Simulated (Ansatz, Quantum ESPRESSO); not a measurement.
# Tuning the work function of Co(0001), part 5 of 7

Wanted: work-function changes of Co(0001) along a row of adsorbates.

Quantum ESPRESSO 7.5; plane-wave DFT, PBE, GBRV ultrasoft pseudopotentials; geometry by Ansatz 0.2.0 with PAW datasets.

So far. Step 8 (SCF with pw.x, Mg overlayer): The covered face stands at 4.15 eV against 4.97 eV when clean. Step 8 (SCF with pw.x, Mg overlayer): Inside the slab this potential holds the local part of the pseudopotentials, which can be repulsive at the nuclei; only its value in the vacuum has a meaning of its own.

### 9. Projections on atomic orbitals, Mg overlayer

Mg.pdos.in

```
&projwfc
  prefix = 'Mg.esm'
  outdir = './out'
  filpdos = 'Mg.pdos'
  Emin = -12.572
  Emax = -0.572
  DeltaE = 0.1
  ngauss = 0
  degauss = 0.01
/
```

Run with:

```console
$ OMP_NUM_THREADS=1 mpirun -n 4 projwfc.x -in Mg.pdos.in > Mg.pdos.out
```

Numbers of over 12 decimals in the logs are rounded to 6 here.

The log of the run:

```text
[banner, memory and clock lines left out]
Program PROJWFC v.7.5 starts

          URL

     ./out/Mg.esm.save/

     IMPORTANT: XC functional enforced from input :
     Exchange-correlation= PBE
                           (   1   4   3   4   0   0   0)
     Any further DFT definition will be discarded
     Please, verify this is what you really want

     Check: negative core charge=   -0.000026

     negative rho (up, down):  2.702E-05 1.634E-05

     Gaussian broadening (read from input): ngauss,degauss=   0    0.010000

     Calling projwave ....
     one sub-group per band group will be used

     linear algebra parallelized on   4 procs

  Problem Sizes
  natomwfc =           57
  nx       =           29
  nbnd     =           47
  nkstot   =           38
  npwx     =         1028
  nkb      =           91

     Atomic states used for projection
     (read from pseudopotential files):

     state #   1: atom   1 (Co ), wfc  1 (l=0 m= 1)
     state #   2: atom   1 (Co ), wfc  2 (l=1 m= 1)
     state #   3: atom   1 (Co ), wfc  2 (l=1 m= 2)
     state #   4: atom   1 (Co ), wfc  2 (l=1 m= 3)
     state #   5: atom   1 (Co ), wfc  3 (l=2 m= 1)
     state #   6: atom   1 (Co ), wfc  3 (l=2 m= 2)
     state #   7: atom   1 (Co ), wfc  3 (l=2 m= 3)
     state #   8: atom   1 (Co ), wfc  3 (l=2 m= 4)
     state #   9: atom   1 (Co ), wfc  3 (l=2 m= 5)
     state #  10: atom   1 (Co ), wfc  4 (l=0 m= 1)
     state #  11: atom   1 (Co ), wfc  5 (l=1 m= 1)
     state #  12: atom   1 (Co ), wfc  5 (l=1 m= 2)
     state #  13: atom   1 (Co ), wfc  5 (l=1 m= 3)
     state #  14: atom   2 (Co ), wfc  1 (l=0 m= 1)
     state #  15: atom   2 (Co ), wfc  2 (l=1 m= 1)
     state #  16: atom   2 (Co ), wfc  2 (l=1 m= 2)
     state #  17: atom   2 (Co ), wfc  2 (l=1 m= 3)
     state #  18: atom   2 (Co ), wfc  3 (l=2 m= 1)
     state #  19: atom   2 (Co ), wfc  3 (l=2 m= 2)
     state #  20: atom   2 (Co ), wfc  3 (l=2 m= 3)
     state #  21: atom   2 (Co ), wfc  3 (l=2 m= 4)
     state #  22: atom   2 (Co ), wfc  3 (l=2 m= 5)
     state #  23: atom   2 (Co ), wfc  4 (l=0 m= 1)
     state #  24: atom   2 (Co ), wfc  5 (l=1 m= 1)
     state #  25: atom   2 (Co ), wfc  5 (l=1 m= 2)
     state #  26: atom   2 (Co ), wfc  5 (l=1 m= 3)
     state #  27: atom   3 (Co ), wfc  1 (l=0 m= 1)
     state #  28: atom   3 (Co ), wfc  2 (l=1 m= 1)
     state #  29: atom   3 (Co ), wfc  2 (l=1 m= 2)
     state #  30: atom   3 (Co ), wfc  2 (l=1 m= 3)
     state #  31: atom   3 (Co ), wfc  3 (l=2 m= 1)
     state #  32: atom   3 (Co ), wfc  3 (l=2 m= 2)
     state #  33: atom   3 (Co ), wfc  3 (l=2 m= 3)
     state #  34: atom   3 (Co ), wfc  3 (l=2 m= 4)
     state #  35: atom   3 (Co ), wfc  3 (l=2 m= 5)
     state #  36: atom   3 (Co ), wfc  4 (l=0 m= 1)
     state #  37: atom   3 (Co ), wfc  5 (l=1 m= 1)
     state #  38: atom   3 (Co ), wfc  5 (l=1 m= 2)
     state #  39: atom   3 (Co ), wfc  5 (l=1 m= 3)
     state #  40: atom   4 (Co ), wfc  1 (l=0 m= 1)
     state #  41: atom   4 (Co ), wfc  2 (l=1 m= 1)
     state #  42: atom   4 (Co ), wfc  2 (l=1 m= 2)
     state #  43: atom   4 (Co ), wfc  2 (l=1 m= 3)
     state #  44: atom   4 (Co ), wfc  3 (l=2 m= 1)
     state #  45: atom   4 (Co ), wfc  3 (l=2 m= 2)
     state #  46: atom   4 (Co ), wfc  3 (l=2 m= 3)
     state #  47: atom   4 (Co ), wfc  3 (l=2 m= 4)
     state #  48: atom   4 (Co ), wfc  3 (l=2 m= 5)
     state #  49: atom   4 (Co ), wfc  4 (l=0 m= 1)
     state #  50: atom   4 (Co ), wfc  5 (l=1 m= 1)
     state #  51: atom   4 (Co ), wfc  5 (l=1 m= 2)
     state #  52: atom   4 (Co ), wfc  5 (l=1 m= 3)
     state #  53: atom   5 (Mg ), wfc  1 (l=0 m= 1)
     state #  54: atom   5 (Mg ), wfc  2 (l=1 m= 1)
     state #  55: atom   5 (Mg ), wfc  2 (l=1 m= 2)
     state #  56: atom   5 (Mg ), wfc  2 (l=1 m= 3)
     state #  57: atom   5 (Mg ), wfc  3 (l=0 m= 1)

[... projections of each state ...]
Lowdin Charges:

     Atom #   1: total charge =  16.9480, s =  2.4205, p =  6.9880, d =  7.5396,
                 spin up      =   9.3668, s =  1.2021,
                 spin up      =   9.3668, p =  3.4386, pz=  1.1110, px=  1.1638, py=  1.1638,
                 spin up      =   9.3668, d =  4.7261, dz2=  0.9566, dxz=  0.9555, dyz=  0.9555, dx2-y2=  0.9293, dxy=  0.9293,
                 spin down    =   7.5812, s =  1.2184,
                 spin down    =   7.5812, p =  3.5494, pz=  1.1485, px=  1.2005, py=  1.2005,
                 spin down    =   7.5812, d =  2.8135, dz2=  0.5020, dxz=  0.5705, dyz=  0.5705, dx2-y2=  0.5852, dxy=  0.5852,
                 polarization =   1.7856, s = -0.0163, p = -0.1108, d =  1.9127,
     Atom #   2: total charge =  17.0042, s =  2.3565, p =  7.1206, d =  7.5270,
                 spin up      =   9.3579, s =  1.1679,
                 spin up      =   9.3579, p =  3.5052, pz=  1.1701, px=  1.1676, py=  1.1676,
                 spin up      =   9.3579, d =  4.6847, dz2=  0.9239, dxz=  0.9435, dyz=  0.9435, dx2-y2=  0.9369, dxy=  0.9369,
                 spin down    =   7.6463, s =  1.1887,
                 spin down    =   7.6463, p =  3.6154, pz=  1.2078, px=  1.2038, py=  1.2038,
                 spin down    =   7.6463, d =  2.8423, dz2=  0.5900, dxz=  0.5543, dyz=  0.5543, dx2-y2=  0.5719, dxy=  0.5719,
                 polarization =   1.7115, s = -0.0208, p = -0.1101, d =  1.8425,
     Atom #   3: total charge =  17.0066, s =  2.3524, p =  7.1286, d =  7.5256,
                 spin up      =   9.3401, s =  1.1668,
                 spin up      =   9.3401, p =  3.5145, pz=  1.1759, px=  1.1693, py=  1.1693,
                 spin up      =   9.3401, d =  4.6589, dz2=  0.9250, dxz=  0.9341, dyz=  0.9341, dx2-y2=  0.9328, dxy=  0.9328,
                 spin down    =   7.6665, s =  1.1856,
                 spin down    =   7.6665, p =  3.6142, pz=  1.2111, px=  1.2015, py=  1.2015,
                 spin down    =   7.6665, d =  2.8667, dz2=  0.5916, dxz=  0.5570, dyz=  0.5570, dx2-y2=  0.5806, dxy=  0.5806,
                 polarization =   1.6736, s = -0.0188, p = -0.0997, d =  1.7922,
     Atom #   4: total charge =  17.5447, s =  2.4477, p =  7.4624, d =  7.6346,
                 spin up      =   9.5258, s =  1.2162,
                 spin up      =   9.5258, p =  3.6724, pz=  1.2746, px=  1.1989, py=  1.1989,
                 spin up      =   9.5258, d =  4.6372, dz2=  0.9141, dxz=  0.9402, dyz=  0.9402, dx2-y2=  0.9214, dxy=  0.9214,
                 spin down    =   8.0189, s =  1.2315,
                 spin down    =   8.0189, p =  3.7900, pz=  1.3175, px=  1.2363, py=  1.2363,
                 spin down    =   8.0189, d =  2.9974, dz2=  0.6580, dxz=  0.5914, dyz=  0.5914, dx2-y2=  0.5783, dxy=  0.5783,
                 polarization =   1.5069, s = -0.0153, p = -0.1176, d =  1.6398,
     Atom #   5: total charge =   9.1587, s =  3.1618, p =  5.9969, d =  0.0000,
                 spin up      =   4.5835, s =  1.5851,
                 spin up      =   4.5835, p =  2.9984, pz=  0.9991, px=  0.9996, py=  0.9996,
                 spin up      =   4.5835, d =  0.0000, dz2=  0.0000, dxz=  0.0000, dyz=  0.0000, dx2-y2=  0.0000, dxy=  0.0000,
                 spin down    =   4.5751, s =  1.5766,
                 spin down    =   4.5751, p =  2.9985, pz=  0.9992, px=  0.9997, py=  0.9997,
                 spin down    =   4.5751, d =  0.0000, dz2=  0.0000, dxz=  0.0000, dyz=  0.0000, dx2-y2=  0.0000, dxy=  0.0000,
                 polarization =   0.0084, s =  0.0085, p = -0.0001, d =  0.0000,
     Spilling Parameter:   0.0043

Note: The following floating-point exceptions are signalling: IEEE_DIVIDE_BY_ZERO IEEE_UNDERFLOW_FLAG
Note: The following floating-point exceptions are signalling: IEEE_DIVIDE_BY_ZERO IEEE_UNDERFLOW_FLAG
Note: The following floating-point exceptions are signalling: IEEE_DIVIDE_BY_ZERO IEEE_UNDERFLOW_FLAG
Note: The following floating-point exceptions are signalling: IEEE_DIVIDE_BY_ZERO IEEE_UNDERFLOW_FLAG
```

The job ended after 1.9 s (4 MPI ranks of Arm Neoverse V1, shared host; peak memory 0.1 GiB; 7.6 s of CPU time).

This step gave:

* spilling of the projection: 0.0043

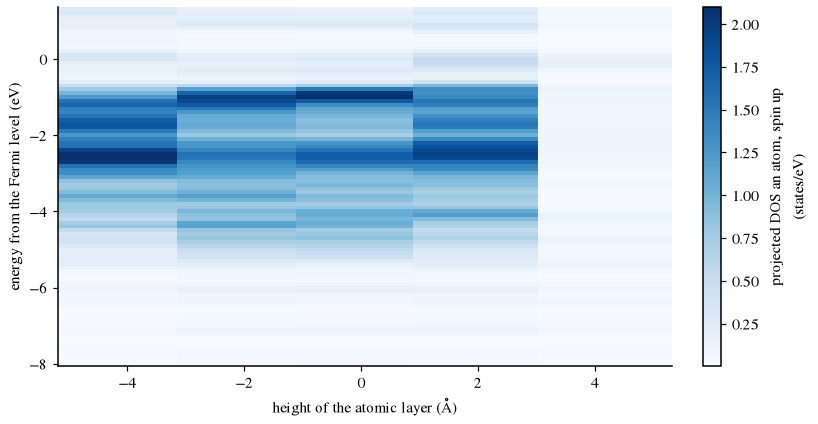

Projected DOS an atom, spin up over height of the atomic layer and energy from the Fermi level. Columns are the atomic layers from the bottom up.

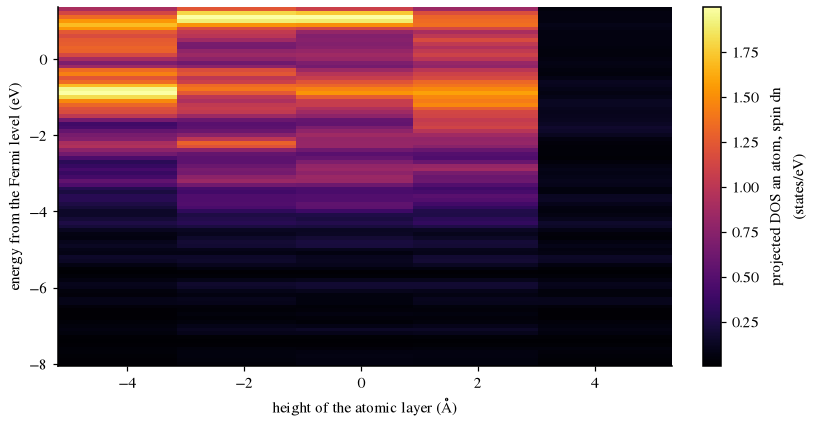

Projected DOS an atom, spin dn over height of the atomic layer and energy from the Fermi level. Columns are the atomic layers from the bottom up.

The atomic orbitals miss 0.4 % of the occupied states; for empty states the projections can miss much more.

### 10. Geometry from Ansatz, Al overlayer

Level of this step: plane-wave DFT, PBE, Ansatz PAW (Ansatz 0.2.0).

System of this step: Co(0001), 4 layers, one monolayer of Al on fcc sites. The cell holds 5 atoms: 4 Co and 1 Al. Its edges and angles: a = 2.510 Å, b = 2.510 Å, c = 25.107 Å, α = 90.0°, β = 90.0°, γ = 60.0°. It derives from Co. Vacuum lies along c.

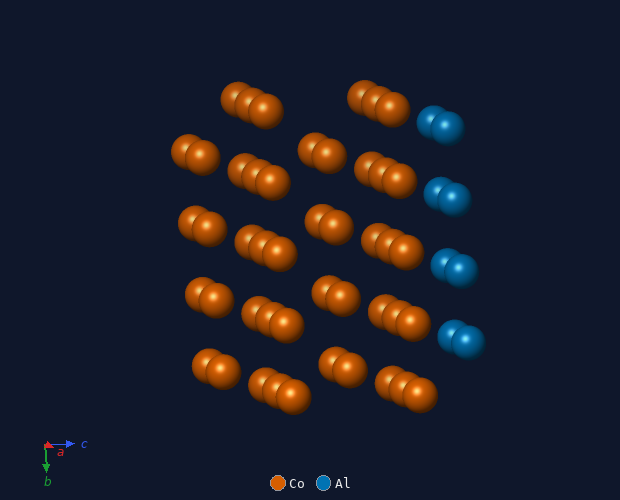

The cell of this step (cobalt orange, aluminium blue). 2×4×1 cells are drawn. Some periodic images of atoms are drawn too.

input.yaml

```yaml
crystal:
  lattice:
    - [2.51, 0.0, 0.0]
    - [1.255, 2.1737237635, 0.0]
    - [0.0, 0.0, 25.10683]
  atoms:
    - { symbol: Co, position: [0.6666666667, 0.6666666667, 0.3305873342], spin: 1.7 }
    - { symbol: Co, position: [0.0, 0.0, 0.411665272], spin: 1.7 }
    - { symbol: Co, position: [0.6666666667, 0.6666666667, 0.4927432097], spin: 1.7 }
    - { symbol: Co, position: [0.0, 0.0, 0.5738211475], spin: 1.7 }
    - { symbol: Al, position: [0.3333333333, 0.3333333333, 0.6534893754] }
magnetization:
  spin_polarized: true
kpoints:
  mp_grid: { grid: [12, 12, 1] }
hamiltonian:
  xc: pbe
scf:
  occupations: { method: fermi_dirac, width: 0.1 }
  convergence: { dr2_threshold: 1.0e-08 }
efield:
  axis: 3
  dipole_correction: true
  ramp_position: 0.97
  ramp_width: 0.04
relax:
  f_tol: 0.01
  constraints: [{ sites: [0, 1] }]
output:
  write_potential: true
  write_density: true
  volumetric_format: npy
```

Run with:

```console
$ ansatz run input.yaml --threads 4 --pin off --max-ram 8192MiB --backend cpu --events-out ev --progress --plain --runs-dir out
```

The log of the run:

```text
[...]
Crystal: 5 atoms, lattice volume = 136.984 Å³
Basis set: ecut = 420 eV, 2681 PW (Γ), exchange–correlation on 36×36×360 points (8 copies of the dense FFT grid, shifted against one another)
Bands: 47, of which v1, the nominal top of the filled ones, is band 36 counted from 1 (35 counted from 0)
[...]
F+E_penalty+E_count = -21041.05446639 eV   max|allowed force component| = 2.440e-4 eV/Å
  atoms:
    - { symbol: Co, position: [0.666667, 0.666667, 0.3305873342] }
[...]
- { symbol: Co, position: [0.666667, 0.666667, 0.492548] }
[...]
- { symbol: Al, position: [0.333333, 0.333333, 0.655374] }
[key lines of the parts left out:]
SCF converged after 14 iterations
Magnetization: 6.5777 μB (38.7888 up, 32.2112 down)
Free energy (F): -21041.054466 eV
Fermi energy:    4.320963 eV
Dipole field:    D = 0.035467 V/Å  (p = 0.026849 e·Å, saw-weighted, corrected)
Work function:   Φ+ = 4.1022 eV   Φ− = 4.9926 eV
```

Elapsed: 53 s, on 4 threads; peak memory 0.56 GiB.

Relaxation path:

| step | energy less that of the first step (eV) | largest force component (eV/Å) |
| --- | --- | --- |
| 1 | 0.0000 | 0.7754 |
| 2 | -0.0198 | 0.4827 |
| 3 | -0.0333 | 0.0246 |
| 4 | -0.0333 | 0.0289 |
| 5 | -0.0334 | 0.0002 |

Relaxation step 4 was tried and not accepted.

Forces are held to the 6 operations that the run works with; a distortion that breaks them can't arise in this run.

The atoms that moved most (Å):

| atom | dx | dy | dz | length |
| --- | --- | --- | --- | --- |
| Co4 | 0.000 | 0.000 | -0.059 | 0.059 |
| Al5 | 0.000 | 0.000 | 0.047 | 0.047 |

The relaxation lowers the energy by 7 meV an atom. Held were the atoms numbered 1 and 2; the forces quoted are those on the free ones.

This step gave:

| Item | Value |
| --- | --- |
| free energy | -21041.0545 eV |
| energy at zero smearing | -21040.9718 eV |
| smearing term TS | 0.1653 eV |
| Fermi energy | 4.321 eV |
| magnetization | 6.578 μB |
| absolute magnetization | 7.196 μB |
| site moments | 1.850, 1.773, 1.732, 1.430, 0.01386 μB |
| work function of the upper face | 4.102 eV |
| work function of the lower face | 4.993 eV |
| dipole along the normal | 0.02685 e·Å |

[end of part 5 of 7]

[Logs are printed without paths, hosts, clocks, repeated set-up lines and the standing remarks that a program may print on its own settings, such as how far it seeks lower states.]

[Hosts, paths, dates, database ids (printed as entryN), source tags and the programs' standing remarks are cut or masked in the printed files.]

[Maps of the electrostatic potential energy from Ansatz leave out the sawtooth potential of an applied field or a dipole correction, so their vacuum need not be flat; planar profiles and work functions include it.]
